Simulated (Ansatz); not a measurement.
# KI: 6 runs along one coordinate

System: KI (Fm-3m, 2 atoms in the cell).
Method: Kohn-Sham DFT of a periodic cell, PBE, Ansatz PAW, no spin polarisation (Ansatz 0.2.0).

The 6 runs differ only in the geometry, by an even scaling of the cell at fixed fractional positions. The structure derives from an entry of the Crystallography Open Database.

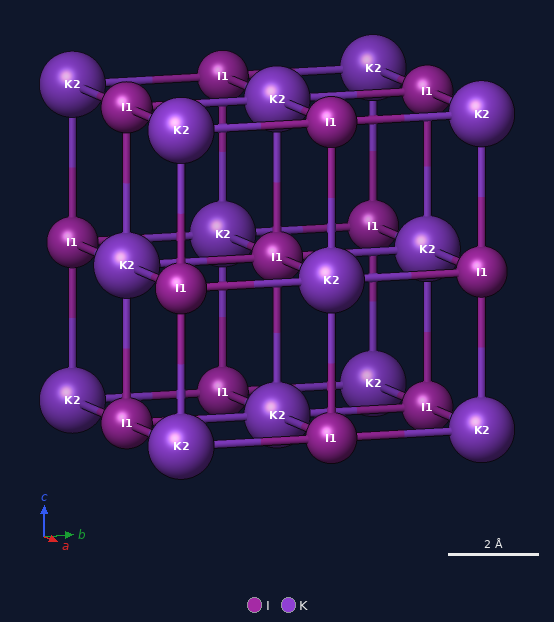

Figure 1. The structure of run 4 (ball-and-stick view of the cell 4 times as large as that of the calculation, set on its symmetry axes, seen slightly off an axis; atoms are numbered from 1 in the order of the input).

**Input of run 4**
```yaml
crystal:
  lattice:
    - [0.0, 3.5561715428, 3.5561715428]
    - [3.5561715428, 0.0, 3.5561715428]
    - [3.5561715428, 3.5561715428, 0.0]
  atoms:
    - { symbol: I, position: [0.5, 0.5, 0.5] }
    - { symbol: K, position: [0.0, 0.0, 0.0] }
hamiltonian:
  xc: pbe
  pseudopotentials: { kind: paw }
kpoints:
  mp_grid: { grid: [7, 7, 7] }
scf:
  occupations: { method: fermi_dirac, width: 0.05 }
output:
  forces: true
  stress: true
  eigenvalues: true
```

Command:
```bash
ansatz run input.yaml --threads 2 --pin off --max-ram 5120MiB --backend cpu --events-out ev --progress --plain --runs-dir out
```

Run 5 differs from it as follows:
```diff
-    - [0.0, 3.5561715428, 3.5561715428]
-    - [3.5561715428, 0.0, 3.5561715428]
-    - [3.5561715428, 3.5561715428, 0.0]
+    - [0.0, 3.5792642128, 3.5792642128]
+    - [3.5792642128, 0.0, 3.5792642128]
+    - [3.5792642128, 3.5792642128, 0.0]
```

**Results, with one run withheld**

| run | volume per atom (Å³) | free energy per atom, from the lowest run given (meV) | pressure (GPa) | gap on the mesh (eV) |
| --- | --- | --- | --- | --- |
| 1 | 41.445 | 20.83 | 1.54 | 4.12 |
| 2 | 43.209 | 7.74 | 0.87 | 4.01 |
| 3 | 44.091 | 3.75 | 0.59 | 3.97 |
| 4 | 44.973 | 1.23 | 0.33 | 3.92 |
| 5 | 45.854 | ? | ? | ? |
| 6 | 46.736 | 0.00 | −0.09 | 3.84 |

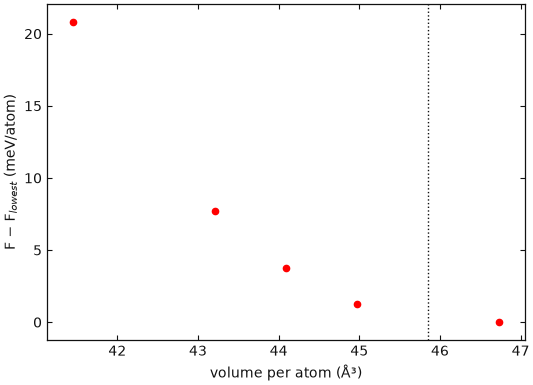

Figure 2. Free energy per atom of the runs given; the dotted line marks run 5.

What should run 5 give?

A cubic polynomial in V^(−2/3) (the Birch–Murnaghan form), fitted to the 5 runs given, misses them by under 0.01 meV per atom. With x = V^(−2/3) − 0.08020 Å⁻², it reads F = 3.9811 + 3110.7 x + 5.9593e+05 x² + 2.6624e+06 x³ (meV per atom). At run 5 it gives 0.03 meV per atom, and the run itself gives 0.03. The slope of the fit gives a pressure −dF/dV of 0.11 GPa there, and the run prints 0.11 GPa. The fit has its minimum at 46.311 Å³ per atom, where V d²F/dV² gives 10.6 GPa: the bulk modulus at this level, since symmetry fixes the shape and the positions. The gap on the mesh goes, without turning, from 4.12 eV in run 1 to 3.84 eV in run 6; run 5 has 3.88 eV. These are gaps of this functional on this mesh, which can miss the band edges; they aren't the measured gap.

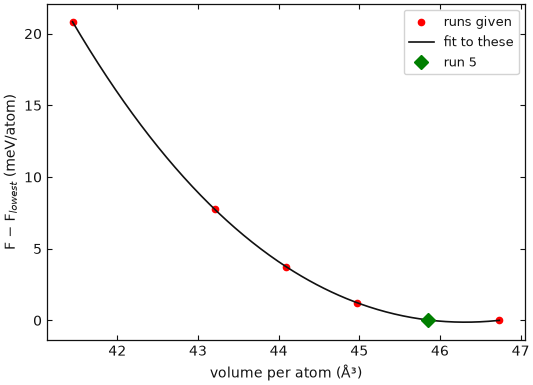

Figure 3. The fit and the withheld run.

**Output, shortened to warnings, some set-up lines, iterations and results (run 5)**
```
Basis set: ecut = 420 eV, 1807 PW (Γ), exchange–correlation on 72×72×72 points (8 copies of the dense FFT grid, shifted against one another)
Symmetry: 48 space group operations
k-points: 20 of 343
Initial density: superposition of atomic densities (neutral atoms: chi_scale 0, normalization atom), corrected by the library's trained network
[...]
SCF iter   1: F=—  HF=-9053.698002 eV  |F-HF|=—  |Δ(HF+E_count)|=         —  Δρ=2.25e-4  dr2=2.36e-5  ethr=1.77e-3  ⟨swp⟩=7.5  Hψ=2006  notcnv=0
SCF iter   2: F=—  HF=-9053.697417 eV  |F-HF|=—  |Δ(HF+E_count)|=   5.84e-4  Δρ=2.43e-4  dr2=9.42e-5  ethr=9.06e-8  ⟨swp⟩=3.5  Hψ=1066  notcnv=0
SCF iter   3: F=—  HF=-9053.697390 eV  |F-HF|=—  |Δ(HF+E_count)|=   2.73e-5  Δρ=1.18e-4  dr2=1.77e-5  ethr=9.06e-8  ⟨swp⟩=2.0  Hψ=600  notcnv=0
SCF iter   4: F=—  HF=-9053.697396 eV  |F-HF|=—  |Δ(HF+E_count)|=   6.14e-6  Δρ=2.10e-5  dr2=4.91e-7  ethr=6.80e-8  ⟨swp⟩=2.0  Hψ=600  notcnv=0
SCF iter   5: F=-9053.697397 eV  HF=-9053.697397 eV  |F-HF|=4.23e-8  |Δ(HF+E_count)|=   1.10e-6  Δρ=5.11e-6  dr2=3.92e-8  ethr=1.89e-9  ⟨swp⟩=2.0  Hψ=601  notcnv=0
SCF iter   6: F=-9053.697397 eV  HF=-9053.697397 eV  |F-HF|=9.49e-9  |Δ(HF+E_count)|=   1.56e-8  Δρ=2.10e-6  dr2=8.14e-9  ethr=1.51e-10  ⟨swp⟩=3.9  Hψ=1500  notcnv=0
SCF 1 converged in 6 iterations: F = -9053.697397 eV  dr2 = 8.14e-9
SCF converged after 6 iterations
Free energy (F): -9053.697397 eV
Harris-Foulkes:  -9053.697397 eV  (|F-HF|=9.49e-9)
Internal energy: -9053.697397 eV  (E = F + TS)
E sigma→0 (E₀):  -9053.697397 eV
Fermi energy:    3.969746 eV
--- Per-component energies (eV) ---
  E_band       = -529.314353
  E_kinetic    = 442.701300
  E_local      = -2876.189276  (includes V_loc(G=0)·N_el)
  E_nonlocal   = -77.448489
  E_hartree    = 1361.123049
  E_xc         = -263.305257
  E_vxc        = -293.554350  (∫ρ·V_xc dr)
  E_paw        = -5599.012146  (= ΣΔE_a)
  E_vpaw       = -447.063974  (= ΣTr[D̂ρ^β])
  E_aug_tail   = -0.000020  (compensation charges beyond the density's cutoff)
  E_ewald      = -2041.566559
  E_smearing   = -0.000000  (= −TS)
  E_closure    = 0.000000  (closes the sum)
  Σ components = -9053.697397   (vs F -9053.697397, Δ=0.00e0)
--- Forces (eV/Å), atoms counted from 1 ---
  atom   1  I      0.00000000    -0.00000000    -0.00000000
  atom   2  K     -0.00000000    -0.00000000    -0.00000000
  max |Σ_I F_I| component: 6.82e-29 eV/Å
--- Stress (GPa, compression-positive) ---
        0.107775      -0.000000       0.000000
        0.000000       0.107775      -0.000000
        0.000000       0.000000       0.107775
  P = ⅓ Tr σ = 0.1078 GPa (1.078 kbar)
```
